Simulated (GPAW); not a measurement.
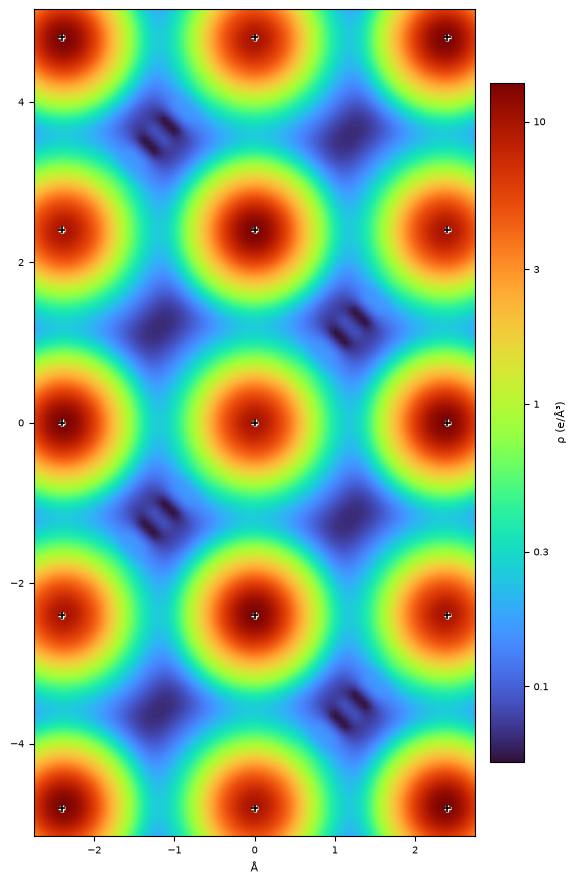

The valence pseudo-density on a plane through atoms (crosses mark nuclei in the plane).

Computed with Kohn-Sham DFT of a periodic cell, PBE, GPAW PAW data sets (gpaw-data 1.2.1) in GPAW.

Candidates:
A. W, a = 3.16 Å, b = 3.16 Å, c = 3.16 Å, α = 90.00°, β = 90.00°, γ = 90.00°. Space group Im-3m; computed pressure about 6 GPa in this cell.
B. Al, a = 4.05 Å, b = 4.05 Å, c = 4.05 Å, α = 90.00°, β = 90.00°, γ = 90.00°. Space group Fm-3m.
C. CaO, a = 4.81 Å, b = 4.81 Å, c = 4.81 Å, α = 90.00°, β = 90.00°, γ = 90.00°. Space group Fm-3m; a structure from a database of computed crystals, not necessarily the ambient phase; computed pressure about 2 GPa in this cell.

Which candidate gave the map?

Answer. Candidate C: CaO on the (100) plane of the conventional cell, which holds Ca and O. Ca–O (2.40 Å): ρ is about 0.25 e/Å³ halfway.
